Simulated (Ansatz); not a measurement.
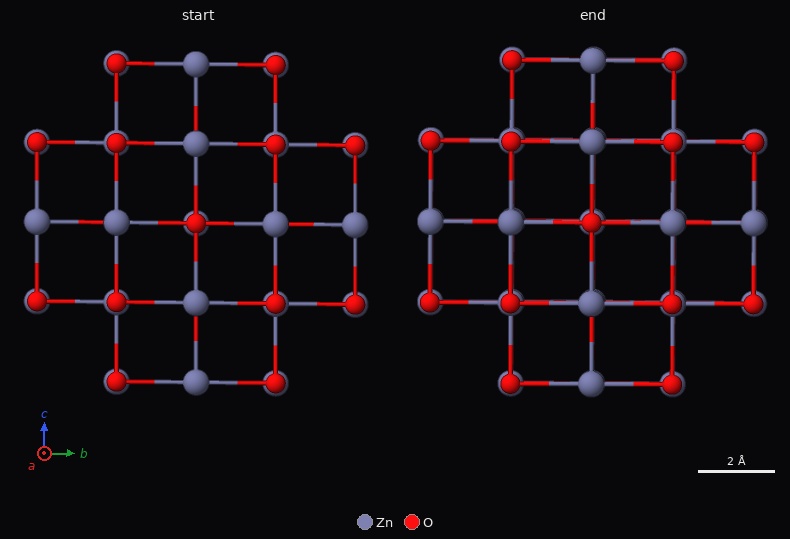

The structure of solid ZnO (a generated structure, set up in R-3m) (coarse preliminary run) before (left) and after (right) a relaxation, at one scale.

Style: ball-and-stick. Shown: the larger cell on standard axes (4 times the calculation's cell), along the a axis.

Case: Co → Zn on all its sites, cell and atoms relaxed.

All numbers below come from DFT r2SCAN, scalar-relativistic, plane waves, PAW (Ansatz 0.2.0).

Input file:
```yaml
crystal:
  lattice:
    - [1.490415479, 0.860491778, 2.3962612388]
    - [-1.490415479, 0.860491778, 2.3962612388]
    - [0.0, -1.720983556, 2.3962612388]
  atoms:
    - { symbol: Zn, position: [0.0, 0.0, 0.0] }
    - { symbol: O, position: [0.5, 0.5, 0.5] }
basis:
  ecutwfc: 500
kpoints:
  mp_grid: { grid: [12, 12, 12] }
hamiltonian:
  xc: r2scan
scf:
  occupations: { method: gaussian, width: 0.1 }
output:
  forces: true
  stress: true
  eigenvalues: true
relax:
  adjacent_minimum: "off"
  f_tol: 0.05
  max_steps: 60
  cell: { stress_tol: 0.5 }
```

Run as
```bash
ansatz run input.yaml --threads 1 --pin off --max-ram 2560MiB --backend cpu --events-out ev --progress --plain --runs-dir out
```

**Describe what moved and what it gained.**

No atom moves by more than 0.005 Å relative to the cell. The volume changes by +5.2 %, with a = b = c 4.194 → 4.265 Å (+1.7 %), α 90.6° → 90.0°, β 89.4° → 90.0°, γ 89.4° → 90.0°. Some distances before and after: Zn1–O2 2.097 → 2.132 Å. Within 0.06 Å the space group is Fm-3m at the start and Fm-3m at the end; at a tighter tolerance small leftover displacements or strains of the cell lower it. After 2 accepted moves (3 points after the start) the energy has fallen by 17.6 meV per atom. All forces vanish by symmetry, so only the cell relaxes. Pressure: 11.31 GPa at the start and 0.39 GPa at the end. At 1 point the geometry stayed and the basis and grid were re-selected for the new cell (energy shift of 0.4 meV per atom at most each time).
